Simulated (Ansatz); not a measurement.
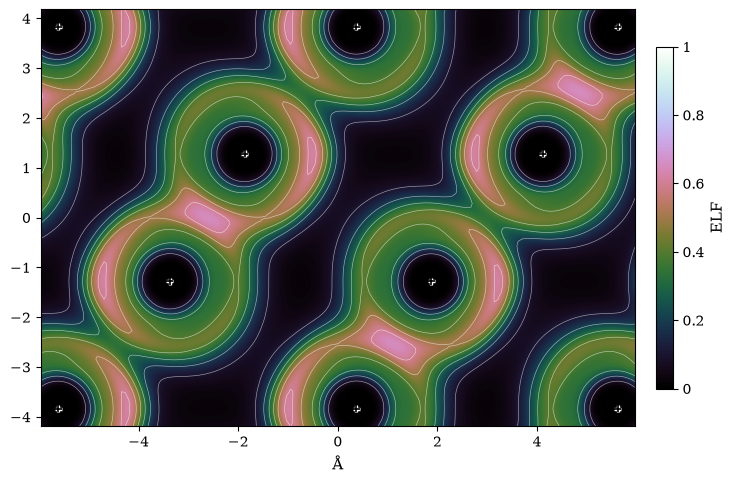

The electron localisation function on a plane through atoms (crosses mark nuclei in the plane).

Computed with Ansatz, DFT, PBEsol, PAW with Ansatz's default frozen-core files, scalar-relativistic.

Candidates:
A. SiO₂, a = 4.72 Å, b = 4.72 Å, c = 7.44 Å, α = 90.00°, β = 90.00°, γ = 90.00°. Space group I-42d; computed pressure about 5 GPa in this cell.
B. Sb, a = 4.43 Å, b = 4.43 Å, c = 11.23 Å, α = 90.00°, β = 90.00°, γ = 120.00°. Space group R-3m; changed on purpose from its base cell (equal xx and yy strain of +3 %, PAW files); computed pressure about −3 GPa in this cell.
C. CaF₂, a = 5.46 Å, b = 5.46 Å, c = 5.46 Å, α = 90.00°, β = 90.00°, γ = 90.00°. Space group Fm-3m.

Which system is this?

Candidate B: Sb on the (110) plane of the conventional cell, which holds Sb. Sb–Sb (2.97 Å): the ELF peaks at about 0.65 between the atoms.
